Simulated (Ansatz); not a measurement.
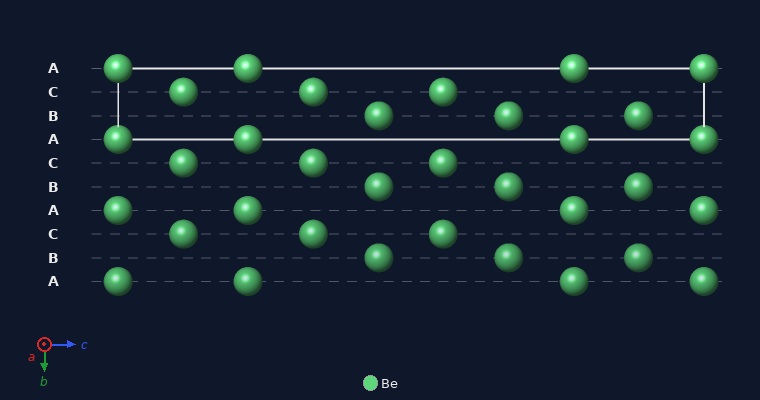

Projection along an edge of the hexagonal mesh, stacking direction c to the right. The dashed lines mark the three columns A (0, 0), B (1/3, 2/3) and C (2/3, 1/3). The sequence starts with the first layer at or above the cell's origin.

Be: coordinates from a relaxation with DFT r2SCAN, scalar-relativistic, plane waves, PAW (Ansatz 0.2.0); the starting structure was generated, so it need not be a known form of this composition.

Give the sequence of layers in one repeat, with element and column.

Answer. Be(A) – Be(C) – Be(A) – Be(C) – Be(B) – Be(C) – Be(B) – Be(A) – Be(B) (nine layers in 16.12 Å).

Taking all atoms as equal spheres, what packing is it?

Answer. As equal spheres, ACACBCBAB: a mixed close packing, (chh) in Jagodzinski's notation.

What short polytype symbol fits?

Answer. Polytype symbol 9R, Ramsdell's symbol (number of layers in the repeat and lattice).
